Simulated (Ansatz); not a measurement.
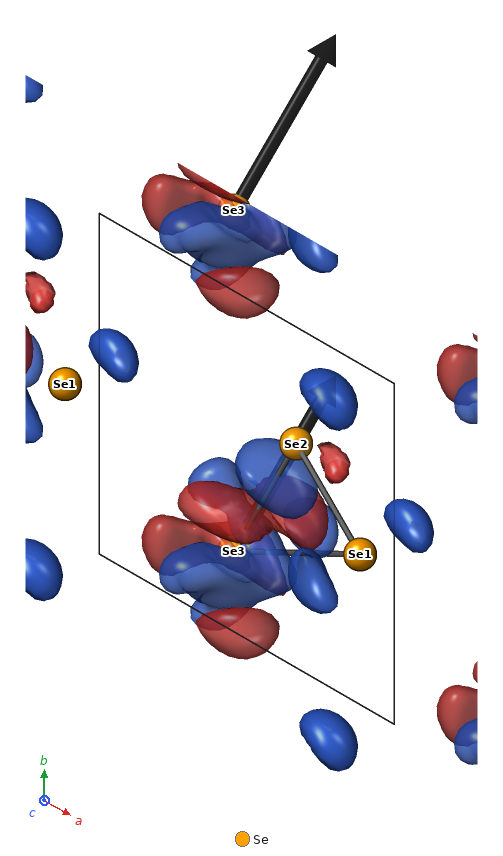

*Se. Se3 was moved by 0.05 Å along [1 2 0] in the axes of the cell drawn (arrow, not to scale). Change of the density less the rigid motion of the neutral atom's own density: blue surfaces at +0.004 and red ones at −0.004 e/Å³, in the cell of the calculation (origin moved) seen along the c axis.*

Space group P3_221; the calculation finds a residual pressure of about 5 GPa at this fixed cell. Not relaxed before the move (largest force 0.8 eV/Å).

Theory: Ansatz 0.2.0, DFT r2SCAN, scalar-relativistic, plane waves, PAW.

Core electrons are frozen (PAW), so the fields are smoothed inside the atomic spheres.

### How do the electrons respond beyond following the atom?

About 0.04 e is rearranged in the cell. Outside the cores the largest gain, 0.011 e/Å³, lies 1.1 Å from a selenium nucleus, and the largest loss, 0.015 e/Å³, lies 0.9 Å from a selenium nucleus.

### What restoring force does the calculation give for this move?

The force on it changes by 0.43 eV/Å along the move, against it: a stiffness of about 8.6 eV/Å² for this sublattice shift.
